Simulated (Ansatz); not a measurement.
## Run report: Ir, geometry relaxation (part 2 of 2)

The same run, continued: Ir (slab, 12 atoms in the cell); DFT PBE+D3(BJ), scalar-relativistic, plane waves, PAW, no spin polarisation (Ansatz 0.2.0); cutoff 420 eV, 4×4×1 k-mesh, Gaussian smearing of 0.1 eV. The structure derives from an entry of the Crystallography Open Database. The input holds or restrains some coordinates. Forces given for the steps count only the free coordinates. It belongs to a series of runs on one base structure; here: clean slab, lower planes held.

Geometry of the input (Å; fractional positions):
```
5.4313  0.0000  0.0000
-2.7157  4.7037  0.0000
0.0000  0.0000  20.4347
Ir 0.3333  0.1667  0.3915
Ir 0.3333  0.6667  0.3915
Ir 0.8333  0.1667  0.3915
Ir 0.8333  0.6667  0.3915
Ir 0.6667  0.3333  0.5000
Ir 0.6667  0.8333  0.5000
Ir 0.1667  0.3333  0.5000
Ir 0.1667  0.8333  0.5000
Ir 0.0000  0.5000  0.6085
Ir 0.0000  0.0000  0.6085
Ir 0.5000  0.5000  0.6085
Ir 0.5000  0.0000  0.6085
```

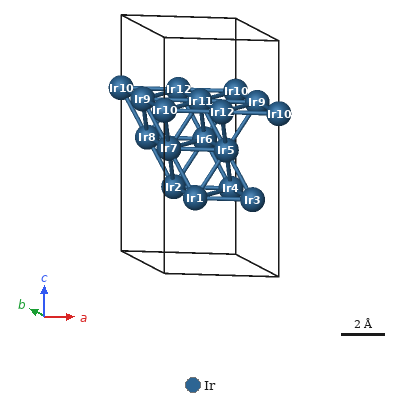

Fig. 1: The geometry at step 3 of the log (ball-and-stick view of the cell of the calculation, with the vacuum cut short, seen slightly off an axis; atoms are numbered from 1 in the order of the input).

```
WARN: The input density's exchange-correlation potential varies sharply where the density is thin. Do not read a vacuum level from v_tot or v_xc, or from such a field of the output density. On a cell that repeats whose density bears no net charge and no dipole along the vacuum's axis use v_es (v_loc + v_h of the components); under efield.dipole_correction with no amplitude use v_es + v_field, which holds any external_charges[].barrier, or the levels of the report's work_function block, which leave it out; under a non-zero efield.amplitude the vacuum is tilted and has no level; on a cell that repeats and bears such a dipole with no correction it is tilted too, and efield.dipole_correction with no amplitude gives each side of its ramp a level where efield: is served; in a cell that repeats whose density bears a net charge (total_charge, or a fill off its count) it is curved and has none; of a slab under crystal.periodic whose density bears no net charge use v_es, which has a level on each side, short of where the two are joined; of another it falls or rises all the way out and has none; of a slab beside external_charges read slab_vacuum_level instead, which it has where they leave it neutral. The grid or the basis barely resolves most such structure, and the values can differ between equally converged runs; as a rule a tighter scf.convergence.dr2_threshold does not remove it. Where the density itself ripples (under the LDA too) a higher basis.ecutwfc lessens it. The files hold the spikes' plane waves up to the density's cutoff. Files: v_tot and the like, and their columns of v_z.tsv (output.write_potential); v_xc and the like, and their columns of v_comp_z.tsv (output.write_potential_components); where files of the output density stand in their place, no point of their own thin density is over the threshold below, and this is of outcome.potential() and, of a run that writes arrays (npy), the arrays of these names. Measured: with its Gaussian average of σ = 0.25 Å subtracted twice, the exchange-correlation potential is over 0.1 eV at 8 of the grid points where the equally averaged density (valence and model cores) is under 1e-3 e/Å³, and 0.118 eV at the most among them, at an averaged density of 3.5e-7 e/Å³. See output.write_potential in the manual, Limitations
SCF converged after 8 iterations
Free energy (F): -143222.206289 eV
Harris-Foulkes:  -143222.206289 eV  (|F-HF|=2.22e-8)
Internal energy: -143222.094019 eV  (E = F + TS)
E sigma→0 (E₀):  -143222.150154 eV
Entropy (-TS):   -0.112270 eV (-9.356 meV/atom)
Fermi energy:    4.826551 eV
Dipole field:    D = 0.000027 V/Å  (p = 0.000078 e·Å, saw-weighted, corrected)
Work function:   Φ+ = 5.2971 eV   Φ− = 5.2976 eV
Levels:          The Fermi level and band energies are counted from a zero that moves with the ramp; work functions are not
--- Per-component energies (eV) ---
  E_band       = -5206.485993
  E_kinetic    = 7458.267167
  E_local      = -253052.656748  (includes V_loc(G=0)·N_el)
  E_nonlocal   = 877.130266
  E_hartree    = 122939.571154
  E_xc         = -3203.799410
  E_vxc        = -3584.748974  (∫ρ·V_xc dr)
  E_paw        = -110681.464228  (= ΣΔE_a)
  E_vpaw       = -2783.595264  (= ΣTr[D̂ρ^β])
  E_aug_tail   = 0.000672  (compensation charges beyond the density's cutoff)
  E_efield     = 0.000000  (sawtooth field / dipole correction)
  E_vefield    = 0.000237  (∫n·V_field dr)
  E_ewald      = 92446.668123
  E_disp       = -5.811014  (pairwise vdW)
  E_smearing   = -0.112270  (= −TS)
  E_closure    = -0.000000  (closes the sum)
  Σ components = -143222.206289   (vs F -143222.206289, Δ=0.00e0)
--- Forces (eV/Å), atoms counted from 1 ---
  atom   1  Ir    -0.00000000    -0.00000000    -0.00252399
  atom   2  Ir    -0.00000000    -0.00000000    -0.00252399
  atom   3  Ir    -0.00000000    -0.00000000    -0.00252399
  atom   4  Ir    -0.00000000    -0.00000000    -0.00252399
  atom   5  Ir     0.00000000     0.00000000    -0.00021631
  atom   6  Ir     0.00000000     0.00000000    -0.00021631
  atom   7  Ir     0.00000000     0.00000000    -0.00021631
  atom   8  Ir     0.00000000     0.00000000    -0.00021631
  atom   9  Ir     0.00000000     0.00000000     0.00274328
  atom  10  Ir     0.00000000     0.00000000     0.00274328
  atom  11  Ir     0.00000000     0.00000000     0.00274328
  atom  12  Ir     0.00000000     0.00000000     0.00274328
  max |Σ_I F_I| component: 1.19e-5 eV/Å
--- Band table (eV) ---
  k-point 0: bands = ["-88.1334", "-88.0883", "-88.0883", "-88.0883", "-87.6471", "-87.6454", "-87.6034", "-87.6034", "-87.6034", "-87.6032", "-87.6032", "-87.6032", "-45.3106", "-45.3106", "-45.3106", "-45.2396", "-45.1475", "-45.1475", "-45.1475", "-44.8484", "-44.8484", "-44.8484", "-44.8344", "-44.8344", "-44.8344", "-44.7434", "-44.7434", "-44.7434", "-44.6801", "-44.6801", "-44.4502", "-44.3996", "-44.3996", "-44.3996", "-44.3859", "-44.3859", "-44.3859", "-44.3692", "-44.3692", "-44.3692", "-44.3206", "-44.3195", "-44.3195", "-44.3195", "-44.2542", "-44.2542", "-44.2488", "-44.2488", "-5.4395", "-3.4067", "-3.0409", "-2.7164", "-2.7164", "-2.7164", "-2.4409", "-2.4409", "-2.4409", "-1.9082", "-1.9082", "-1.9082", "-1.5448", "-1.5448", "-1.5448", "0.0324", "0.0324", "0.0324", "0.7651", "0.7651", "0.7651", "0.9939", "1.0031", "1.0031", "1.2260", "1.4133", "1.4133", "1.4135", "1.4135", "1.4135", "1.8029", "1.8029", "2.0772", "2.0772", "2.0772", "3.5077", "3.5077", "3.5077", "3.5843", "3.5847", "3.5847", "3.5847", "3.6727", "3.6727", "4.4061", "4.4061", "5.0572", "5.1432", "5.1432", "5.1432", "5.3204", "5.3204", "5.3204", "5.5064", "5.5064", "5.7339", "5.7339", "5.7339", "5.8039", "5.8039", "5.8039", "6.2579", "6.2579", "6.2579", "6.3603", "6.3603", "6.3603", "7.9937", "7.9937", "7.9937", "8.3058", "8.3058", "8.3058", "9.7679", "10.1120"]
  k-point 1: bands = ["-88.1268", "-88.0949", "-88.0883", "-88.0883", "-87.6407", "-87.6392", "-87.6098", "-87.6094", "-87.6034", "-87.6034", "-87.6032", "-87.6032", "-45.2629", "-45.2629", "-45.2240", "-45.2186", "-45.1451", "-45.1339", "-45.1339", "-44.8928", "-44.8928", "-44.8121", "-44.7982", "-44.7982", "-44.7837", "-44.7634", "-44.7162", "-44.7162", "-44.7029", "-44.6939", "-44.4430", "-44.4430", "-44.4374", "-44.4374", "-44.4257", "-44.3785", "-44.3667", "-44.3660", "-44.3575", "-44.3575", "-44.3544", "-44.3380", "-44.3264", "-44.3239", "-44.3239", "-44.3071", "-44.2757", "-44.2691", "-4.8525", "-2.8232", "-2.7161", "-2.4746", "-2.2437", "-2.2437", "-2.2221", "-2.0638", "-2.0638", "-1.7245", "-1.6037", "-1.6037", "-1.2632", "-0.9602", "-0.9602", "0.0034", "0.0034", "0.1785", "0.3265", "0.6720", "0.8521", "0.8521", "0.9240", "0.9317", "1.0328", "1.0328", "1.4585", "1.5585", "1.5608", "1.6088", "1.7182", "1.7285", "1.8908", "1.8908", "2.2959", "2.6628", "2.7835", "2.7835", "2.7915", "3.2922", "3.2922", "3.3412", "3.4780", "3.4899", "3.4907", "3.4907", "3.6507", "3.8747", "4.4381", "4.6310", "4.6310", "4.6748", "4.8345", "4.8345", "4.8451", "5.2283", "5.2283", "5.2329", "5.2506", "5.4616", "5.5408", "5.5552", "5.7861", "5.8685", "5.8685", "7.5309", "7.5440", "7.5440", "8.2319", "8.2319", "8.2895", "9.8536", "9.8536", "10.1790", "10.6170"]
  k-point 2: bands = ["-88.1109", "-88.1109", "-88.0883", "-88.0883", "-87.6253", "-87.6253", "-87.6243", "-87.6243", "-87.6034", "-87.6034", "-87.6032", "-87.6032", "-45.1953", "-45.1953", "-45.1725", "-45.1725", "-45.1206", "-45.1206", "-45.0097", "-45.0097", "-44.9661", "-44.9661", "-44.7578", "-44.7578", "-44.7375", "-44.7375", "-44.6684", "-44.6684", "-44.5551", "-44.5551", "-44.5344", "-44.5344", "-44.5106", "-44.5106", "-44.4981", "-44.4981", "-44.3841", "-44.3841", "-44.3390", "-44.3390", "-44.3372", "-44.3372", "-44.3273", "-44.3273", "-44.3250", "-44.3250", "-44.3177", "-44.3177", "-3.4954", "-3.4954", "-1.9550", "-1.9550", "-1.5862", "-1.5862", "-1.5770", "-1.5770", "-1.4852", "-1.4852", "-0.8772", "-0.8772", "-0.5387", "-0.5387", "-0.3929", "-0.3929", "-0.0620", "-0.0620", "0.0103", "0.0103", "0.4342", "0.4342", "1.0123", "1.0123", "1.3131", "1.3131", "1.3837", "1.3837", "1.4765", "1.4765", "1.7180", "1.7180", "1.8168", "1.8168", "1.8308", "1.8308", "1.8446", "1.8446", "2.0054", "2.0054", "2.7312", "2.7312", "3.0594", "3.0594", "3.1925", "3.1925", "3.4304", "3.4304", "3.6319", "3.6319", "3.8403", "3.8403", "4.3089", "4.3089", "4.3381", "4.3381", "4.4748", "4.4748", "5.2145", "5.2145", "5.6071", "5.6071", "5.9117", "5.9117", "6.9600", "6.9600", "7.9222", "7.9222", "8.5857", "8.5857", "9.7061", "9.7061", "10.4288", "10.4288", "11.3468"]
  k-point 3: bands = ["-88.1156", "-88.0996", "-88.0996", "-88.0836", "-87.6298", "-87.6287", "-87.6143", "-87.6143", "-87.6138", "-87.6138", "-87.5989", "-87.5988", "-45.2013", "-45.1845", "-45.1457", "-45.1457", "-45.1289", "-45.1289", "-45.1091", "-45.0382", "-44.9342", "-44.8372", "-44.8372", "-44.7553", "-44.7386", "-44.6859", "-44.6720", "-44.6720", "-44.6217", "-44.6217", "-44.5779", "-44.5542", "-44.4841", "-44.4691", "-44.3950", "-44.3950", "-44.3936", "-44.3903", "-44.3903", "-44.3596", "-44.3596", "-44.3426", "-44.3298", "-44.3295", "-44.3282", "-44.3282", "-44.3190", "-44.3088", "-3.8304", "-2.5446", "-2.5446", "-1.9279", "-1.6889", "-1.6889", "-1.5584", "-1.5446", "-1.3022", "-1.2527", "-1.2527", "-0.8541", "-0.6546", "-0.4851", "-0.4851", "-0.3153", "-0.0873", "-0.0873", "0.1383", "0.1548", "0.5112", "0.5435", "0.5496", "0.5496", "1.1397", "1.1733", "1.1733", "1.2602", "1.3359", "1.4363", "1.4363", "1.6228", "1.6851", "1.6851", "2.0262", "2.1125", "2.2270", "2.2270", "2.2849", "2.2929", "2.5108", "2.9457", "3.0780", "3.1124", "3.1124", "3.3845", "3.4165", "3.4165", "3.4519", "3.8668", "4.1215", "4.2479", "4.2479", "4.8082", "4.8449", "4.9514", "5.0119", "5.0119", "5.1920", "5.3088", "5.3088", "5.4848", "5.6396", "5.6396", "5.6589", "5.6589", "6.7222", "8.0944", "8.0944", "9.2095", "10.1003", "10.1722", "10.9702", "11.2020", "11.2020"]
--- Relaxed structure (4 steps of the walk, 3 accepted, 0 SCFs on fresh bases) ---
  F+E_penalty+E_count = -143222.20628915 eV   max|allowed force component| = 2.743e-3 eV/Å
  atoms:
    - { symbol: Ir, position: [0.3333333333333334, 0.16666666666666666, 0.39149189110000004] }
    - { symbol: Ir, position: [0.33333333333333337, 0.6666666666666666, 0.39149189110000004] }
    - { symbol: Ir, position: [0.8333333333333335, 0.16666666666666666, 0.39149189110000004] }
    - { symbol: Ir, position: [0.8333333333333335, 0.6666666666666666, 0.39149189110000004] }
    - { symbol: Ir, position: [0.6666666666666666, 0.33333333333333337, 0.49788322141524594] }
    - { symbol: Ir, position: [0.6666666666666667, 0.8333333333333335, 0.49788322141524594] }
    - { symbol: Ir, position: [0.16666666666666666, 0.33333333333333337, 0.49788322141524594] }
    - { symbol: Ir, position: [0.16666666666666669, 0.8333333333333335, 0.49788322141524594] }
    - { symbol: Ir, position: [5.551115123125783e-17, 0.5000000000000001, 0.604273457580388] }
    - { symbol: Ir, position: [4.5575344470385546e-34, 6.278290328694408e-34, 0.604273457580388] }
    - { symbol: Ir, position: [0.5, 0.5000000000000001, 0.604273457580388] }
    - { symbol: Ir, position: [0.5, 6.483017187238791e-34, 0.604273457580388] }
```

Trajectory as extended XYZ (Å, eV, eV/Å), 4 frames, from step=1 to step=4:
```
12
Lattice="5.4313 0.0000 0.0000 -2.7157 4.7037 0.0000 0.0000 0.0000 20.4347" Properties=species:S:1:pos:R:3:forces:R:3 step=1 energy=-143222.12240
Ir    1.3578    0.7839    8.0000    0.0000   0.0000   0.4807
Ir    0.0000    3.1358    8.0000    0.0000   0.0000   0.4807
Ir    4.0735    0.7839    8.0000    0.0000   0.0000   0.4807
Ir    2.7157    3.1358    8.0000    0.0000   0.0000   0.4807
Ir    2.7157    1.5679   10.2173    0.0000   0.0000  -0.0002
Ir    1.3578    3.9197   10.2173    0.0000   0.0000  -0.0002
Ir    0.0000    1.5679   10.2173    0.0000   0.0000  -0.0002
Ir   -1.3578    3.9197   10.2173    0.0000   0.0000  -0.0002
Ir   -1.3578    2.3518   12.4347    0.0000   0.0000  -0.4804
Ir    0.0000    0.0000   12.4347    0.0000   0.0000  -0.4804
Ir    1.3578    2.3518   12.4347    0.0000   0.0000  -0.4804
Ir    2.7157    0.0000   12.4347    0.0000   0.0000  -0.4804
12
Lattice="5.4313 0.0000 0.0000 -2.7157 4.7037 0.0000 0.0000 0.0000 20.4347" Properties=species:S:1:pos:R:3:forces:R:3 step=2 energy=-143222.05748 accepted=F
Ir    1.3578    0.7839    8.0000    0.0000   0.0000  -0.6797
Ir    0.0000    3.1358    8.0000    0.0000   0.0000  -0.6797
Ir    4.0735    0.7839    8.0000    0.0000   0.0000  -0.6797
Ir    2.7157    3.1358    8.0000    0.0000   0.0000  -0.6797
Ir    2.7157    1.5679   10.1230    0.0000   0.0000  -0.0650
Ir    1.3578    3.9197   10.1230    0.0000   0.0000  -0.0650
Ir    0.0000    1.5679   10.1230    0.0000   0.0000  -0.0650
Ir   -1.3578    3.9197   10.1230    0.0000   0.0000  -0.0650
Ir   -1.3578    2.3518   12.2398    0.0000   0.0000   0.7448
Ir    0.0000    0.0000   12.2398    0.0000   0.0000   0.7448
Ir    1.3578    2.3518   12.2398    0.0000   0.0000   0.7448
Ir    2.7157    0.0000   12.2398    0.0000   0.0000   0.7448
12
Lattice="5.4313 0.0000 0.0000 -2.7157 4.7037 0.0000 0.0000 0.0000 20.4347" Properties=species:S:1:pos:R:3:forces:R:3 step=3 energy=-143222.20516
Ir    1.3578    0.7839    8.0000    0.0000   0.0000  -0.0511
Ir    0.0000    3.1358    8.0000    0.0000   0.0000  -0.0511
Ir    4.0735    0.7839    8.0000    0.0000   0.0000  -0.0511
Ir    2.7157    3.1358    8.0000    0.0000   0.0000  -0.0511
Ir    2.7157    1.5679   10.1701    0.0000   0.0000  -0.0125
Ir    1.3578    3.9197   10.1701    0.0000   0.0000  -0.0125
Ir    0.0000    1.5679   10.1701    0.0000   0.0000  -0.0125
Ir   -1.3578    3.9197   10.1701    0.0000   0.0000  -0.0125
Ir   -1.3578    2.3518   12.3388    0.0000   0.0000   0.0635
Ir    0.0000    0.0000   12.3388    0.0000   0.0000   0.0635
Ir    1.3578    2.3518   12.3388    0.0000   0.0000   0.0635
Ir    2.7157    0.0000   12.3388    0.0000   0.0000   0.0635
12
Lattice="5.4313 0.0000 0.0000 -2.7157 4.7037 0.0000 0.0000 0.0000 20.4347" Properties=species:S:1:pos:R:3:forces:R:3 step=4 energy=-143222.20629
Ir    1.3578    0.7839    8.0000    0.0000   0.0000  -0.0025
Ir    0.0000    3.1358    8.0000    0.0000   0.0000  -0.0025
Ir    4.0735    0.7839    8.0000    0.0000   0.0000  -0.0025
Ir    2.7157    3.1358    8.0000    0.0000   0.0000  -0.0025
Ir    2.7157    1.5679   10.1741    0.0000   0.0000  -0.0002
Ir    1.3578    3.9197   10.1741    0.0000   0.0000  -0.0002
Ir    0.0000    1.5679   10.1741    0.0000   0.0000  -0.0002
Ir   -1.3578    3.9197   10.1741    0.0000   0.0000  -0.0002
Ir   -1.3578    2.3518   12.3481    0.0000   0.0000   0.0027
Ir    0.0000    0.0000   12.3481    0.0000   0.0000   0.0027
Ir    1.3578    2.3518   12.3481    0.0000   0.0000   0.0027
Ir    2.7157    0.0000   12.3481    0.0000   0.0000   0.0027
```

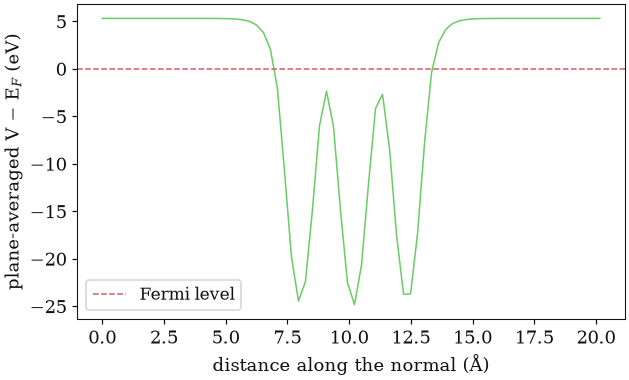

Fig. 2: Plane average of the electrostatic potential energy of an electron across the cell, from the Fermi level. The vacuum level lies 5.30 eV above the Fermi level.

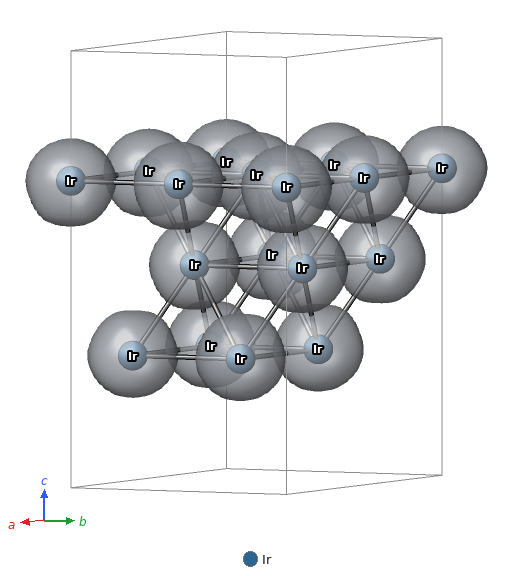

Fig. 3: Isosurface of the valence electron density at 0.6 e/Å³ (grey), seen at an oblique angle. Sticks mark near contacts. At this value the density breaks into separate islands; it holds about 80 % of the electrons treated as valence (semicore included). It is pinched off along the Ir–Ir (2.68 Å) contacts. On the grid the lowest density along these lines, outside the cores, is 0.48 e/Å³ (Ir–Ir, 2.68 Å). In a PAW calculation such maps are meaningful between the atoms, not at the nuclei.

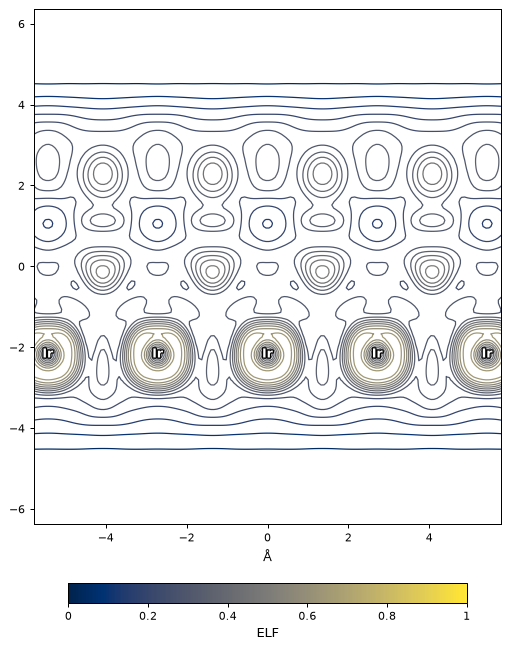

Fig. 4: ELF on the (100) plane of the calculation cell, a cut from vacuum to vacuum. The section cuts through Ir sites. The strong features right at Ir lie inside the PAW spheres (semicore, d or f shells) and say nothing about bonding.

Summary:

- outcome: converged under the restraints of the input
- electrons treated: 204
- free energy: −143222.2063 eV
- work function, top face: 5.30 eV
- work function, bottom face: 5.30 eV
- Fermi energy: 4.827 eV
- gap on the k-point mesh: none (metallic)
- final volume: 522.04 Å³
- work function (upper face): 5.30 eV
- largest force (length of the vector) at the end, held atoms and coordinates included: 0.003 eV/Å
- wall time: 29 s (CPU time 90 s)
- peak memory: 1.2 GiB

Remarks:

The program warns: the exchange-correlation potential is rough where the density is thin. Spin–orbit coupling is left out, which matters for Ir.
